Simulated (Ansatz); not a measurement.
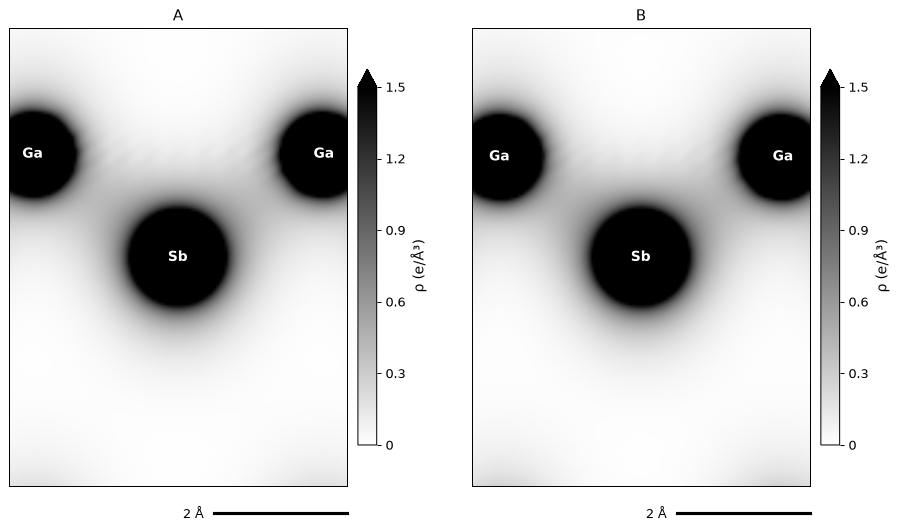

GaSb. The valence pseudo-density of two cells that differ in size, on the (011̄) plane of each (indices in the axes of the calculation cell), at one length scale and on one colour scale: A has 29.8 Å³ an atom and B 27.5.

All numbers below come from Kohn-Sham DFT of a periodic cell, BHLYP, Ansatz PAW in Ansatz 0.2.0.

In a PAW calculation such maps are meaningful between the atoms, not at the nuclei.

The larger cell:

```xyz
2
Lattice="0.0000 3.0993 3.0993 3.0993 0.0000 3.0993 3.0993 3.0993 0.0000" Properties=species:S:1:pos:R:3 pbc="T T T"
Sb    4.6489    4.6489    4.6489
Ga    0.0000    0.0000    0.0000
```

The smaller cell: a = 4.268 Å, b = 4.268 Å, c = 4.268 Å, α = 60.00°, β = 60.00°, γ = 60.00°.

Q: What changes from the larger cell to the smaller?

A: From the larger cell to the smaller, Ga–Sb goes from 2.68 to 2.61 Å, and the density at its midpoint from 0.43 to 0.47 e/Å³; the pressure goes from −0.7 to 4.4 GPa; the Kohn–Sham gap goes from 2.6 eV to 3.2 eV.
